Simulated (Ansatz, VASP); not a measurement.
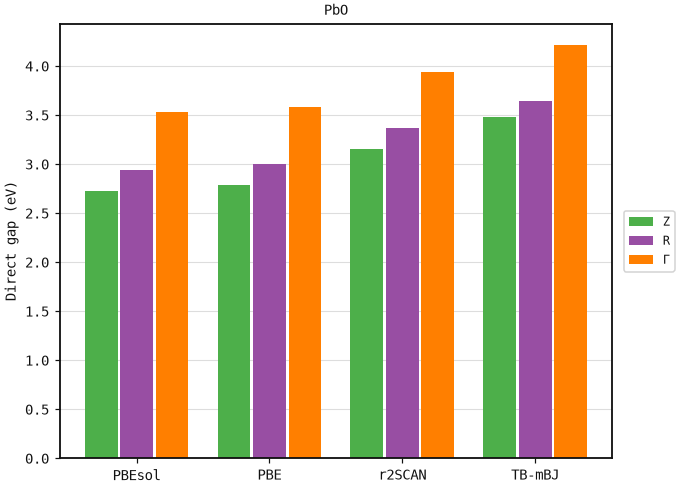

Direct gap at each named k point, by several methods on one cell of PbO, space group Pbcm (No. 57), 8 atoms in the cell; a = 5.88 Å, b = 5.48 Å, c = 4.74 Å, α = 90.00°, β = 90.00°, γ = 90.00°. All runs are without spin-orbit coupling and carry no moments. In reduced coordinates of the cell that was run, Z is (−0.5, 0, 0) and R is (−0.5, −0.5, −0.5). The smallest gap is indirect or lies off these points.

**How do the methods rank at Z?**

From low to high: PBEsol 2.73, PBE 2.79, r2SCAN 3.16, TB-mBJ 3.48 eV. Too close to rank are PBEsol against PBE (different programs, potentials, meshes and cutoffs).

| method | program | Z (eV) | R (eV) | Γ (eV) |
| --- | --- | --- | --- | --- |
| PBEsol | VASP | 2.73 | 2.94 | 3.53 |
| PBE | Ansatz | 2.79 | 3.00 | 3.58 |
| r2SCAN | VASP | 3.16 | 3.37 | 3.94 |
| TB-mBJ | VASP | 3.48 | 3.64 | 4.22 |

Settings. PBEsol: VASP PAW PBE potentials, release 64 (Pb_d, O), 6×6×6 k mesh, 520 eV cutoff, Gaussian smearing of 0.02 eV (VASP). PBE: Ansatz PAW, 4×4×4 k mesh, 420 eV cutoff, Fermi-Dirac smearing of 0.05 eV (Ansatz 0.2.0). r2SCAN: VASP PAW PBE potentials, release 64 (Pb_d, O), 6×6×6 k mesh, 520 eV cutoff, Gaussian smearing of 0.02 eV (VASP 6.6.1). TB-mBJ: VASP PAW PBE potentials, release 64 (Pb_d, O), 6×6×6 k mesh, 520 eV cutoff, Gaussian smearing of 0.02 eV (VASP).

These are four of the 5 methods that were run on this cell. The runs come from different programs and meshes, which adds differences of its own. Spin-orbit coupling is left out, which matters for Pb. PBEsol, r2SCAN and TB-mBJ: the PAW data sets were made with another functional. TB-mBJ: this is a model potential built to give gaps, with no total energy. Over all k points computed the smallest gap is 1.89 eV in PBEsol, 2.21 eV in PBE, 2.34 eV in r2SCAN and 2.71 eV in TB-mBJ.
